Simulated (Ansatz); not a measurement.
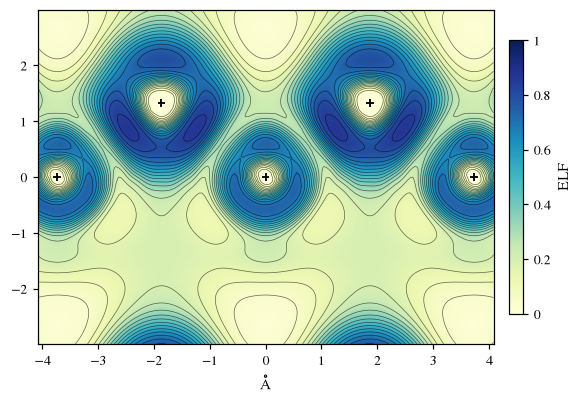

The electron localisation function on a plane through atoms (crosses mark nuclei in the plane).

The calculation used DFT PBEsol, scalar-relativistic, plane waves, PAW (Ansatz).

Candidates:
A. Pt, a = 3.17 Å, b = 3.17 Å, c = 3.17 Å, α = 90.00°, β = 90.00°, γ = 90.00°. Space group Im-3m; a structure from a database of computed crystals, not necessarily the ambient phase; computed pressure about −11 GPa in this cell.
B. Al₂Cu, a = 5.99 Å, b = 5.99 Å, c = 4.83 Å, α = 90.00°, β = 90.00°, γ = 90.00°. Space group I4/mcm; computed without spin polarisation.
C. WS, a = 3.73 Å, b = 3.73 Å, c = 7.47 Å, α = 60.00°, β = 60.00°, γ = 60.00°. Space group F-43m; started from the zinc blende prototype, which need not be the ambient phase; the program warned that a starting moment wasn't kept; spin-polarised, but the moments vanished.

**Which system is this?**

Candidate C: WS on the (11̄0) plane of the calculation cell, which holds W and S. W–S (2.29 Å): the ELF peaks at about 0.85 in the valence shell of S, 0.7 Å from its nucleus, and is about 0.45 at the midpoint.
